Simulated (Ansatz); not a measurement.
## Cu: geometry relaxation (part 2 of 3)

The same run, continued: Cu (defect cell, 26 atoms in the cell); DFT PBE, scalar-relativistic, plane waves, PAW, no spin polarisation (Ansatz 0.2.0); cutoff 420 eV, 4×4×4 k-mesh, Gaussian smearing of 0.1 eV. The structure derives from an entry of the Crystallography Open Database. It belongs to a series of runs on one base structure; here: atom 1 (Cu) set half-way to the vacancy, atoms relaxed in the symmetry of that start.

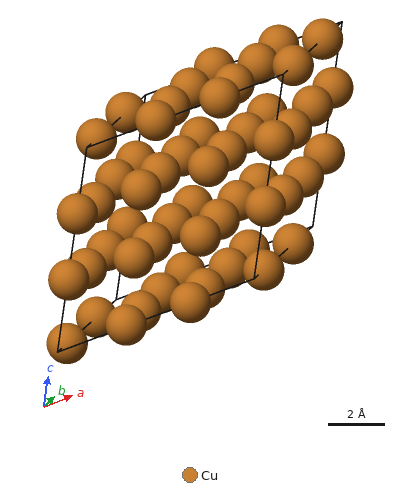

*The geometry at step 4 of the log (spheres-only view of the cell of the calculation, seen slightly off an axis).*

Output, continued:
```
--- Forces (eV/Å), atoms counted from 1 ---
  atom   1  Cu     0.00000000     0.00000000     0.00000000
  atom   2  Cu    -0.00000000    -0.00000000     0.00000000
  atom   3  Cu    -0.00094189     0.00094189    -0.00158026
  atom   4  Cu    -0.00032302     0.00018421    -0.00087443
  atom   5  Cu    -0.00018421     0.00032302    -0.00087443
  atom   6  Cu     0.00032302    -0.00018421     0.00087443
  atom   7  Cu     0.00094189    -0.00094189     0.00158026
  atom   8  Cu     0.00018421    -0.00032302     0.00087443
  atom   9  Cu     0.00094189    -0.00094189    -0.00158026
  atom  10  Cu     0.00018421    -0.00032302    -0.00087443
  atom  11  Cu     0.00032302    -0.00018421    -0.00087443
  atom  12  Cu     0.00065707     0.00065707    -0.00069969
  atom  13  Cu    -0.00000000     0.00000000    -0.00087888
  atom  14  Cu    -0.00065707    -0.00065707    -0.00069969
  atom  15  Cu     0.00600765     0.00076449     0.00000000
  atom  16  Cu    -0.00076449    -0.00600765     0.00000000
  atom  17  Cu     0.00004673    -0.00004673     0.00000000
  atom  18  Cu    -0.00018421     0.00032302     0.00087443
  atom  19  Cu    -0.00094189     0.00094189     0.00158026
  atom  20  Cu    -0.00032302     0.00018421     0.00087443
  atom  21  Cu     0.00076449     0.00600765    -0.00000000
  atom  22  Cu    -0.00600765    -0.00076449     0.00000000
  atom  23  Cu    -0.00004673     0.00004673     0.00000000
  atom  24  Cu     0.00000000     0.00000000     0.00087888
  atom  25  Cu    -0.00065707    -0.00065707     0.00069969
  atom  26  Cu     0.00065707     0.00065707     0.00069969
  max |Σ_I F_I| component: 3.04e-18 eV/Å
--- Stress (GPa, compression-positive) ---
       -1.743237      -0.314591       0.000000
       -0.314591      -1.743237      -0.000000
        0.000000      -0.000000       0.104062
  P = ⅓ Tr σ = -1.1275 GPa (-11.275 kbar)
--- Band table (eV; the first three rows and the last of 18) ---
  k-point 0: bands = ["-96.8275", "-96.8269", "-96.8213", "-96.8208", "-96.8196", "-96.8196", "-96.8051", "-96.8041", "-96.8013", "-96.8008", ... 87 levels left out ..., "-54.0889", "-54.0810", "-54.0797", "-54.0464", "-53.8815", "-53.8465", "-53.6901", "6.6322", "9.8411", "9.8796", "9.8817", "9.8831", "9.8834", "9.8837", "10.1611", "10.2172", "10.6044", "10.6119", "10.6153", "10.6390", "10.8614", "10.9541", "11.6386", "11.6997", "11.7193", "11.7235", "11.7453", "11.7528", "11.7570",
      "11.7656", "11.7708", "11.7879", "11.7967", "11.8259", "11.8530", "11.8848", "11.8953", "11.8969", "11.9470", "11.9533", "11.9666", "11.9687", "11.9864", "12.0227", "12.0347", "12.0438", "12.0962", "12.1016", "12.1624", "12.1940", "12.2899", "12.3914", "12.4469", "12.5050", "12.5051", "12.5739", "12.5838", "12.6670", "12.6774", "12.6797", "12.6963", "12.7234", "12.7487", "12.7571", "12.7596", "12.7605", "12.7641", "12.7817", "12.7850",
      "12.8163", "12.8235", "12.8265", "12.8398", "12.8587", "12.8620", "12.8685", "12.8710", "12.8813", "12.9117", "12.9197", "12.9253", "12.9318", "12.9915", "13.0063", "13.0386", "13.0563", "13.1415", "13.2404", "13.2871", "13.3785", "13.3924", "13.4016", "13.4651", "13.5011", "13.5219", "13.5279", "13.5314", "13.5440", "13.5570", "13.5600", "13.5705", "13.5776", "13.6601", "13.6892", "13.6964", "13.7329", "13.7586", "13.7612", "13.7628",
      "13.7731", "13.7844", "13.7914", "13.7919", "13.8014", "13.8240", "13.8292", "13.8344", "13.8390", "13.8488", "13.8652", "13.8691", "13.8714", "13.8869", "13.8871", "13.8962", "13.8990", "13.9006", "13.9182", "13.9340", "13.9361", "13.9368", "13.9457", "13.9547", "13.9555", "13.9590", "13.9703", "13.9836", "13.9871", "13.9882", "14.0060", "14.0177", "14.0226", "14.0435", "14.0442", "14.0533", "14.0536", "14.1255", "14.1514", "14.1636",
      "14.2464", "14.4159", "14.4621", "18.6842", "18.7713", "18.7885", "18.8884", "18.9595", "19.0085", "19.0764", "19.1157", "19.2036", "19.2381", "19.3216", "19.3980", "21.2941", "21.4890", "21.5060", "21.5378", "21.6783", "21.7266", "21.7698", "21.7983", "21.9358", "22.0149", "22.4148", "22.6561", "23.4662", "23.7021", "24.0392", "24.1053", "24.1107", "24.1171", "24.1218", "24.1487", "24.1566", "24.1737", "24.2360", "24.2795", "24.3023",
      "24.3300", "24.3908", "24.4686", "24.5089", "24.5668", "24.6740", "25.0922", "29.0335", "29.1077", "29.4099", "29.4277"]
  k-point 1: bands = ["-96.8274", "-96.8270", "-96.8213", "-96.8208", "-96.8196", "-96.8196", "-96.8051", "-96.8042", "-96.8013", "-96.8010", ... 87 levels left out ..., "-54.0891", "-54.0817", "-54.0799", "-54.0466", "-53.8815", "-53.8465", "-53.6901", "6.8776", "8.7284", "9.6454", "9.7647", "9.7950", "10.1181", "10.1954", "10.2516", "10.3876", "10.5178", "10.6522", "10.7279", "11.0046", "11.0891", "11.1252", "11.5670", "11.5713", "11.5740", "11.6134", "11.6259", "11.6498", "11.7089",
      "11.7219", "11.7623", "11.7846", "11.8056", "11.8380", "11.8394", "11.8594", "11.8854", "11.8865", "11.9202", "11.9224", "11.9730", "11.9737", "11.9898", "12.0733", "12.0813", "12.1243", "12.1521", "12.1538", "12.2080", "12.2977", "12.3408", "12.3531", "12.4117", "12.4245", "12.4870", "12.5031", "12.5046", "12.5305", "12.5627", "12.5649", "12.5923", "12.6237", "12.6411", "12.6682", "12.7289", "12.7547", "12.7779", "12.7917", "12.7950",
      "12.7957", "12.8130", "12.8135", "12.8467", "12.8747", "12.8755", "12.8878", "12.9249", "12.9315", "12.9414", "12.9521", "12.9678", "12.9764", "12.9880", "13.0245", "13.0462", "13.0513", "13.1113", "13.1990", "13.2164", "13.2611", "13.2817", "13.3495", "13.3699", "13.3982", "13.4529", "13.4531", "13.4866", "13.4979", "13.5108", "13.5240", "13.5532", "13.5649", "13.5724", "13.5974", "13.6147", "13.6357", "13.6692", "13.6703", "13.6981",
      "13.7025", "13.7186", "13.7781", "13.7894", "13.8078", "13.8083", "13.8315", "13.8338", "13.8370", "13.8590", "13.8742", "13.8923", "13.8967", "13.8990", "13.9121", "13.9186", "13.9306", "13.9541", "13.9713", "13.9916", "13.9939", "14.0018", "14.0344", "14.0445", "14.0658", "14.0701", "14.0795", "14.0809", "14.0945", "14.1218", "14.1219", "14.1339", "14.1472", "14.1547", "14.1807", "14.2100", "14.2855", "14.3593", "14.4162", "14.4584",
      "15.1344", "15.2326", "15.3691", "16.8739", "16.9770", "17.0654", "18.8320", "18.9442", "19.1647", "19.2204", "19.2269", "19.3175", "19.4377", "19.5120", "19.6225", "20.7921", "20.9216", "21.0217", "21.1580", "21.2320", "21.3041", "21.3255", "21.7206", "21.7819", "21.8881", "22.4167", "22.4260", "22.5802", "23.2993", "23.4043", "23.4690", "24.2969", "24.4015", "24.4509", "25.1418", "25.2490", "25.2500", "25.3585", "25.4064", "25.4320",
      "25.7504", "25.7849", "25.8381", "26.3491", "26.4671", "26.4854", "27.1982", "27.2836", "27.3697", "28.0846", "28.1665"]
  k-point 2: bands = ["-96.8273", "-96.8271", "-96.8214", "-96.8207", "-96.8196", "-96.8196", "-96.8051", "-96.8042", "-96.8013", "-96.8012", ... 87 levels left out ..., "-54.0888", "-54.0823", "-54.0801", "-54.0469", "-53.8815", "-53.8465", "-53.6901", "7.4797", "7.7432", "9.7297", "9.7424", "9.7921", "9.8475", "9.9450", "10.1157", "10.8457", "10.9844", "11.0311", "11.0872", "11.1106", "11.1544", "11.1789", "11.2679", "11.2691", "11.3153", "11.4511", "11.4999", "11.5072", "11.6684",
      "11.7065", "11.7196", "11.7252", "11.7770", "11.7811", "11.8115", "11.8984", "11.8987", "11.9110", "11.9204", "11.9532", "11.9935", "12.0153", "12.0423", "12.1472", "12.1583", "12.1626", "12.1660", "12.1746", "12.2016", "12.2919", "12.3592", "12.3715", "12.4219", "12.4245", "12.4510", "12.4650", "12.4751", "12.5511", "12.5593", "12.5812", "12.5818", "12.5896", "12.6116", "12.6138", "12.6368", "12.6600", "12.6757", "12.6814", "12.7307",
      "12.7409", "12.7741", "12.7765", "12.7886", "12.8147", "12.8203", "12.8826", "12.9043", "12.9231", "12.9564", "13.0024", "13.0193", "13.0243", "13.0724", "13.0955", "13.1114", "13.1318", "13.1327", "13.1332", "13.1884", "13.2038", "13.2424", "13.2568", "13.2665", "13.2940", "13.3062", "13.3790", "13.3912", "13.4161", "13.4573", "13.4882", "13.4883", "13.5444", "13.5559", "13.5705", "13.5957", "13.5982", "13.6363", "13.6598", "13.7017",
      "13.7212", "13.7319", "13.7777", "13.7843", "13.7972", "13.8025", "13.8065", "13.8308", "13.8401", "13.8472", "13.8757", "13.8879", "13.9094", "13.9137", "13.9145", "13.9339", "13.9483", "13.9696", "13.9935", "13.9987", "14.0000", "14.0240", "14.0360", "14.1064", "14.1178", "14.1294", "14.1435", "14.1683", "14.1747", "14.1767", "14.1933", "14.2015", "14.2212", "14.2446", "14.2504", "14.3335", "14.9961", "15.1543", "15.3520", "15.4574",
      "15.5047", "15.5231", "15.5386", "16.7971", "16.9663", "17.0349", "17.1670", "17.2307", "17.4495", "18.9654", "19.2287", "19.3486", "19.4454", "19.5391", "19.6425", "19.6566", "20.3030", "20.3521", "20.6259", "20.6505", "20.7126", "20.8581", "22.4694", "22.4898", "22.7292", "22.8624", "22.9417", "23.0887", "24.4999", "24.6587", "24.7058", "24.8537", "24.8712", "24.8733", "25.3824", "25.4202", "25.5671", "25.5984", "25.6693", "25.7840",
      "27.0763", "27.1408", "27.2694", "27.2885", "27.3735", "27.3809", "27.4155", "27.4391", "27.5129", "27.5722", "27.5918"]
  k-point 17: bands = ["-96.8273", "-96.8271", "-96.8215", "-96.8206", "-96.8197", "-96.8195", "-96.8052", "-96.8042", "-96.8012", "-96.8009", ... 87 levels left out ..., "-54.0904", "-54.0833", "-54.0797", "-54.0474", "-53.8815", "-53.8465", "-53.6901", "7.7977", "8.0333", "8.9628", "9.0025", "9.2281", "9.3252", "11.0308", "11.1258", "11.1361", "11.1425", "11.1539", "11.1890", "11.2594", "11.2953", "11.2954", "11.3129", "11.3202", "11.3223", "11.3438", "11.3763", "11.3883", "11.3948",
      "11.5225", "11.5985", "11.6200", "11.6757", "11.8156", "11.8232", "11.8563", "11.8596", "11.8693", "11.9785", "11.9796", "11.9856", "11.9902", "12.0272", "12.0955", "12.1629", "12.1663", "12.2216", "12.2263", "12.2814", "12.3339", "12.3459", "12.3950", "12.4200", "12.4201", "12.4396", "12.4442", "12.4461", "12.4610", "12.4624", "12.4770", "12.5169", "12.5407", "12.5709", "12.5878", "12.6047", "12.6213", "12.7036", "12.7333", "12.7881",
      "12.7943", "12.8336", "12.8543", "12.8605", "12.8627", "12.8938", "12.9135", "12.9295", "12.9440", "12.9442", "12.9790", "13.0283", "13.0423", "13.0482", "13.0497", "13.0758", "13.0818", "13.0844", "13.0935", "13.1045", "13.1108", "13.1201", "13.1497", "13.1807", "13.1895", "13.2286", "13.2648", "13.3027", "13.3072", "13.3302", "13.3613", "13.4481", "13.4626", "13.5191", "13.5446", "13.6100", "13.6247", "13.6250", "13.6444", "13.6748",
      "13.6972", "13.7000", "13.7144", "13.7375", "13.7422", "13.7499", "13.7569", "13.7952", "13.8093", "13.8166", "13.8394", "13.8772", "13.9097", "13.9432", "13.9678", "14.0091", "14.0161", "14.0230", "14.0284", "14.0641", "14.0894", "14.0925", "14.1183", "14.1468", "14.1758", "14.1817", "14.1941", "14.2071", "14.2098", "14.2507", "14.2546", "14.3150", "14.3266", "14.3457", "15.3422", "15.3511", "15.4648", "15.6824", "15.7351", "15.8681",
      "15.8752", "15.9199", "15.9759", "16.1156", "16.2338", "16.3554", "16.4573", "16.5513", "16.5686", "16.7338", "17.5858", "19.7206", "19.8288", "20.1168", "20.2829", "20.4457", "20.6085", "20.7116", "20.7271", "20.7500", "20.7549", "20.8025", "21.2944", "22.7661", "22.8972", "23.1433", "23.3545", "23.6313", "24.2560", "24.3317", "24.5192", "24.9781", "25.5021", "25.5214", "25.7631", "25.8194", "25.8348", "25.8627", "25.8949", "25.9639",
      "26.1178", "26.3316", "26.6295", "26.6511", "26.6890", "26.7260", "26.8809", "27.0936", "27.1339", "27.1500", "27.1937"]
```
